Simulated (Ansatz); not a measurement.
**Sn2S3 (Ottemannite): the HSE06 gap against the k mesh of the hybrid**

Wanted: the cheapest k mesh of the hybrid that holds the HSE06 gap of Sn2S3 (Ottemannite).

Program: Ansatz 0.2.0. Level of theory: DFT, HSE06, plane waves, PAW. Results are calculated unless marked as measured.

**1. The starting structure**

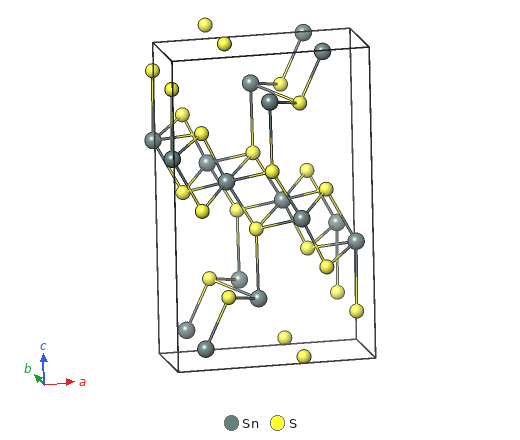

Start, viewed slightly off an axis; tin teal, sulfur yellow. 1×2×1 cells are drawn. Bonds to atoms that aren't drawn are left out.

The cell and positions come from the Crystallography Open Database and are kept as given unless a step says otherwise. The default PAW set here is soft_2. Its files were made with PBE.

**2. k mesh of the hybrid: 2×2×1**

input.yaml reads:

```yaml
crystal:
  lattice:
    - [8.878, 0.0, 0.0]
    - [0.0, 3.751, 0.0]
    - [0.0, 0.0, 14.02]
  atoms:
    - { symbol: Sn, position: [0.16494, 0.25, 0.05195] }
    - { symbol: Sn, position: [0.33506, 0.75, 0.55195] }
    - { symbol: Sn, position: [0.66494, 0.25, 0.44805] }
    - { symbol: Sn, position: [0.83506, 0.75, 0.94805] }
    - { symbol: Sn, position: [0.48509, 0.75, 0.16936] }
    - { symbol: Sn, position: [0.01491, 0.25, 0.66936] }
    - { symbol: Sn, position: [0.98509, 0.75, 0.33064] }
    - { symbol: Sn, position: [0.51491, 0.25, 0.83064] }
    - { symbol: S, position: [0.98047, 0.75, 0.1064] }
    - { symbol: S, position: [0.51953, 0.25, 0.6064] }
    - { symbol: S, position: [0.48047, 0.75, 0.3936] }
    - { symbol: S, position: [0.01953, 0.25, 0.8936] }
    - { symbol: S, position: [0.33879, 0.75, 0.99524] }
    - { symbol: S, position: [0.16121, 0.25, 0.49524] }
    - { symbol: S, position: [0.83879, 0.75, 0.50476] }
    - { symbol: S, position: [0.66121, 0.25, 0.00476] }
    - { symbol: S, position: [0.28631, 0.25, 0.21246] }
    - { symbol: S, position: [0.21369, 0.75, 0.71246] }
    - { symbol: S, position: [0.78631, 0.25, 0.28754] }
    - { symbol: S, position: [0.71369, 0.75, 0.78754] }
kpoints:
  mp_grid: { grid: [2, 2, 1] }
  band_path:
    path:
      - [0.0, 0.0, 0.0]
      - [0.5, 0.0, 0.0]
      - [0.5, 0.5, 0.0]
      - [0.0, 0.5, 0.0]
      - [0.0, 0.0, 0.5]
      - [0.5, 0.0, 0.5]
      - [0.5, 0.5, 0.5]
      - [0.0, 0.5, 0.5]
      - [0.1, 0.0, 0.0]
      - [0.0, 0.0, 0.45]
    npoints: 1
hamiltonian:
  xc: hse06
scf:
  occupations: { method: fixed }
  n_extra_bands: 10
output:
  eigenvalues: true
```

Launch:

```
> ansatz run input.yaml --threads 24 --pin off --max-ram 82944MiB --backend cuda --events-out ev --progress --plain --runs-dir out --devices 1 --max-vram 78GiB
```

Numbers of over 12 decimals in the logs are rounded to 6 here.

The log of the run:

```text
scf.n_extra_bands = 10 over 92 filled bands (N_el = 184.0): the run solves 102 bands
exact exchange: scf.exx.singularity resolves to wigner_seitz, which cuts the screened interaction at the faces of the exchange supercell's Wigner-Seitz cell, so that each pair interacts once, at the shortest of its separations (the periodic images that this leaves out come, for a point-like exchange hole, to about 0.026 eV on a filled level). The cut falls within the interaction's reach, and what an exchange supercel [...]
GPUs: using 1 of 1 available (devices: 1).
Engine: ansatz 0.2.0, aarch64-unknown-linux-gnu
Pseudopotentials: kind: paw
Pseudopotential: Sn, paw, valence charge 14, recommended cutoff 420 eV (normal), Sn.paw.azcp
Pseudopotential: S, paw, valence charge 6, recommended cutoff 420 eV (normal), S.paw.azcp
Functional definition: HSE06
  parameter a = 0.25
  parameter omega = 0.11/bohr
  exchange = pbe_x - a*pbe_x_sr(omega) + a*exact_x_sr(omega)
  correlation = pbe_c
davidson cushion auto → on  (no smearing: the cushion is to keep the highest requested band from converging to the state above it; pin scf.eigensolver.cushion to override)
[...]
Crystal: 20 atoms, lattice volume = 466.885 Å³
Basis set: ecut = 420 eV, 9143 PW (Γ)
Bands: 102, of which v1, the nominal top of the filled ones, is band 92 counted from 1 (91 counted from 0)
Symmetry: 8 space group operations
Space group: Pnma (ITA 62), of the structure as read, at distance tolerance 7.8e-5 Å
k-points: 4
Non-local potential: Sn, projectors of the file, l = 0: 2, l = 1: 2, l = 2: 2, l = 3: 2
Non-local potential: S, projectors of the file, l = 0: 2, l = 1: 2, l = 2: 2
PAW form: soft (Blöchl's): semilocal exchange-correlation on the pseudo side does not see the compensation charge
PAW frozen core: Sn, regenerated for the run's functional, and the local potential with it (the file was generated under x = pbe(κ = 0.804, μ = 0.219515), c = pbe(β = 0.066725))
PAW frozen core: S, regenerated for the run's functional, and the local potential with it (the file was generated under x = pbe(κ = 0.804, μ = 0.219515), c = pbe(β = 0.066725))
PAW one-centre angular grid: Sn, 590 points (default); XC on 64 Gauss nodes
PAW one-centre angular grid: S, 110 points (default); XC on 64 Gauss nodes
Initial density: superposition of atomic densities (neutral atoms: chi_scale 0, normalization atom), corrected by the library's trained network
Initial wavefunctions: pseudopotential atomic-orbital guess
[...]
Functional: x = pbe(κ = 0.804, μ = 0.219515), c = pbe(β = 0.066725), warm-up for x = pbe(κ = 0.804, μ = 0.219515) + 0.25 (exact − pbe) at short range (hse, ω = 0.207870 Å⁻¹), c = pbe(β = 0.066725); HSE06 as pw.x's `hse` composes it (authors' and Libxc's form: `xc: wpbeh`)
SCF iter   1: F=—  HF=-59024.482536 eV  |F-HF|=—  |Δ(HF+E_count)|=         —  Δρ=4.90e-3  dr2=8.67e-2  ethr=1.77e-3  ⟨swp⟩=9.5  Hψ=1892  notcnv=0
preconditioner: auto → none  [insulator: Δε(μ)=0.896 eV  Ē_g=14.597 eV  n_scr=110 (ndim 8)  ℏωp=23.3 eV  f_vac=0.007]
SCF iter   2: F=—  HF=-59024.496444 eV  |F-HF|=—  |Δ(HF+E_count)|=   1.39e-2  Δρ=2.46e-3  dr2=4.96e-2  ethr=4.71e-5  ⟨swp⟩=5.5  Hψ=1384  notcnv=0
[...]
hybrid outer 1: dexx = +7.684e-2 eV, tail = 5.55e-4 eV
[...]
SCF 3 converged in 6 iterations: F = -59063.815361 eV  dr2 = 2.95e-8
hybrid outer 2: dexx = +1.472e-5 eV, tail = 4.35e-7 eV, Δε = 2.75e-3 eV (about 1.16e-4 eV left of the loop's levels)
[...]
E sigma→0 (E₀):  -59063.815357 eV
Fermi energy:    7.298941 eV
--- Per-component energies (eV) ---
  E_band       = -1187.867517
  E_kinetic    = 2769.748553
  E_local      = -10419.659686  (includes V_loc(G=0)·N_el)
  E_nonlocal   = 82.382632
  E_hartree    = 5713.442148
  E_xc         = -3336.092476
  E_vxc        = -1454.151031  (∫ρ·V_xc dr)
  E_exx        = -426.791584  (= α·E_x^exact, valence–valence)
  E_paw        = -40812.102159  (= ΣΔE_a)
  E_vpaw       = -2739.484743  (= ΣTr[D̂ρ^β])
  E_aug_tail   = 0.000015  (compensation charges beyond the density's cutoff)
  E_ewald      = -12635.693603
  E_core_change = 0.950802  (= ΣΔE_core)
  E_smearing   = -0.000000  (= −TS)
  E_closure    = -0.000000  (closes the sum)
  Σ components = -59063.815357   (vs F -59063.815357, Δ=0.00e0)
--- Band table (eV) ---
  k-point 0: bands = ["-16.7745", "-16.7744", "-16.7363", "-16.7362", "-16.7164", "-16.7164", "-16.7062", "-16.7061", "-16.6631", "-16.6631", "-16.6552", "-16.6552", "-16.6397", "-16.6397", "-16.6188", "-16.6187", "-16.5984", "-16.5983", "-16.5827", "-16.5827", "-15.9075", "-15.9072", "-15.9066", "-15.9062", "-15.8617", "-15.8616", "-15.8612", "-15.8611", "-15.8355", "-15.8341", "-15.8339", "-15.8324", "-15.8250", "- [...]
  k-point 1: bands = ["-16.7840", "-16.7840", "-16.7838", "-16.7838", "-16.7214", "-16.7214", "-16.7213", "-16.7213", "-16.6337", "-16.6337", "-16.6336", "-16.6336", "-16.6068", "-16.6068", "-16.6067", "-16.6067", "-16.6013", "-16.6013", "-16.6012", "-16.6012", "-15.8913", "-15.8913", "-15.8909", "-15.8909", "-15.8657", "-15.8657", "-15.8656", "-15.8656", "-15.8524", "-15.8524", "-15.8506", "-15.8506", "-15.8289", "- [...]
  k-point 2: bands = ["-16.7746", "-16.7746", "-16.7361", "-16.7361", "-16.7164", "-16.7164", "-16.7062", "-16.7062", "-16.6631", "-16.6631", "-16.6552", "-16.6552", "-16.6397", "-16.6397", "-16.6188", "-16.6188", "-16.5983", "-16.5983", "-16.5827", "-16.5827", "-15.9074", "-15.9074", "-15.9064", "-15.9064", "-15.8617", "-15.8617", "-15.8612", "-15.8612", "-15.8348", "-15.8348", "-15.8332", "-15.8332", "-15.8247", "- [...]
  k-point 3: bands = ["-16.7838", "-16.7838", "-16.7838", "-16.7838", "-16.7215", "-16.7215", "-16.7215", "-16.7215", "-16.6336", "-16.6336", "-16.6336", "-16.6336", "-16.6068", "-16.6068", "-16.6068", "-16.6068", "-16.6012", "-16.6012", "-16.6012", "-16.6012", "-15.8911", "-15.8911", "-15.8911", "-15.8911", "-15.8657", "-15.8657", "-15.8657", "-15.8657", "-15.8515", "-15.8515", "-15.8515", "-15.8515", "-15.8284", "- [...]
```

Elapsed: 11 s, on 1 × NVIDIA GB200 (shared by 2 runs) with 24 threads of Arm Neoverse V2, shared host; peak memory 1.7 GiB.

Numbers from this step:

* gap: 1.242 eV
* valence top at: k = (0.100, 0.000, 0.000)
* conduction bottom at: T
* least direct gap: 1.335 eV
* exact-exchange fraction: 0.25

The gap is indirect, with the least direct gap 0.09 eV higher.

**3. k mesh of the hybrid: 2×4×2**

Edit input.yaml of step 2 so:

```diff
@@ -27,3 +27,3 @@
 kpoints:
-  mp_grid: { grid: [2, 2, 1] }
+  mp_grid: { grid: [2, 4, 2] }
   band_path:
```

The log of the run:

```text
[...]
GPUs: using 1 of 1 available (devices: 1).
[...]
Crystal: 20 atoms, lattice volume = 466.885 Å³
Basis set: ecut = 420 eV, 9143 PW (Γ)
Bands: 102, of which v1, the nominal top of the filled ones, is band 92 counted from 1 (91 counted from 0)
Symmetry: 8 space group operations
[...]
k-points: 12 of 16
[...]
Frozen-core exchange: fock
SCF iter   1: F=—  HF=-59065.521454 eV  |F-HF|=—  |Δ(HF+E_count)|=         —  Δρ=5.65e-3  dr2=1.06e-1  ethr=1.54e-7  ⟨swp⟩=9.5  Hψ=8032  notcnv=0
[...]
hybrid outer 1: dexx = +7.642e-2 eV, tail = 5.55e-4 eV
[...]
SCF 3 converged in 5 iterations: F = -59065.549328 eV  dr2 = 5.26e-8
[...]
--- Band table (eV; the first three rows and the last of 12) ---
[...]
```

Run time: 25 s. Hardware: 1 × NVIDIA GB200 (shared by 2 runs) with 24 threads; peak memory 2.9 GiB; 4.3 min of CPU time.

Numbers from this step:

```
gap                  : 1.225 eV
valence top at       : k = (0.100, 0.000, 0.000)
conduction bottom at : T
least direct gap     : 1.292 eV
```

The gap is 1.225 eV, −0.017 eV from the run before at this level.

**4. k mesh of the hybrid: 2×6×2**

Edit input.yaml of step 3 so:

```diff
@@ -27,3 +27,3 @@
 kpoints:
-  mp_grid: { grid: [2, 4, 2] }
+  mp_grid: { grid: [2, 6, 2] }
   band_path:
```

The log of the run:

```text
[...]
GPUs: using 1 of 1 available (devices: 1).
[...]
Crystal: 20 atoms, lattice volume = 466.885 Å³
Basis set: ecut = 420 eV, 9143 PW (Γ)
Bands: 102, of which v1, the nominal top of the filled ones, is band 92 counted from 1 (91 counted from 0)
Symmetry: 8 space group operations
[...]
k-points: 16 of 24
[...]
SCF 1 stopped early in 7 iterations: F = -59026.303411 eV  dr2 = 3.17e-6
[...]
Frozen-core exchange: fock
SCF iter   1: F=—  HF=-59065.584968 eV  |F-HF|=—  |Δ(HF+E_count)|=         —  Δρ=5.63e-3  dr2=1.05e-1  ethr=1.72e-8  ⟨swp⟩=10.6  Hψ=13103  notcnv=0
[...]
hybrid outer 1: dexx = +7.592e-2 eV, tail = 5.45e-4 eV
[...]
SCF 3 converged in 5 iterations: F = -59065.612556 eV  dr2 = 7.17e-8
[...]
--- Band table (eV; the first three rows and the last of 16) ---
[...]
```

The job ended after 30 s (1 × NVIDIA GB200 (shared by 2 runs) with 24 threads; peak memory 3.7 GiB).

This step gave:

- gap: 1.225 eV
- valence top at: k = (0.100, 0.000, 0.000)
- conduction bottom at: T
- least direct gap: 1.289 eV

The gap is 1.225 eV, −0.001 eV from the run before at this level.

**5. The series**

Differences are against the last row; a negative gap means that bands overlap, and a run with a band path holds that path's time. Times are wall times on 1 × NVIDIA GB200 (shared by 2 runs) with 24 threads of Arm Neoverse V2, shared host, good to a factor of about two.

```tsv
k mesh of the hybrid	gap (eV)	direct gap (eV)	gap error (eV)	energy error (meV/atom)	irreducible k	time
2×2×1	1.242	1.335	+0.017	+89.9	4	11 s
2×4×2	1.225	1.292	+0.001	+3.2	12	25 s
2×6×2	1.225	1.289	+0.000	+0.0	16	30 s
```

**6. Outcome**

```
2×2×1 : 1.242 eV
2×4×2 : 1.225 eV
2×6×2 : 1.225 eV
```

In words: The gap holds to 0.02 eV from 2×2×1 on, the cheapest setting tried. At 2×2×1 the gap is off by +0.017 eV and the energy by +90 meV/atom. The gap is read over the mesh and added points near the edges, so meshes differ mainly through the density and, for a hybrid, the exchange operator.

[Paths, hosts, dates, memory and timing lines, banners, echoed tables and standing remarks are left out of the program output.]

[Logs are printed without paths, hosts, clocks, repeated set-up lines and the standing remarks that a program may print on its own settings, such as how far it seeks lower states.]

[Runs of the session that timed out or met a known fault of the program may be left out.]

[Cells called generated may have been cut or substituted from an entry of the Crystallography Open Database or the Materials Project.]

[Hosts, paths, dates, database ids (printed as entryN), source tags and the programs' standing remarks are cut or masked in the printed files.]
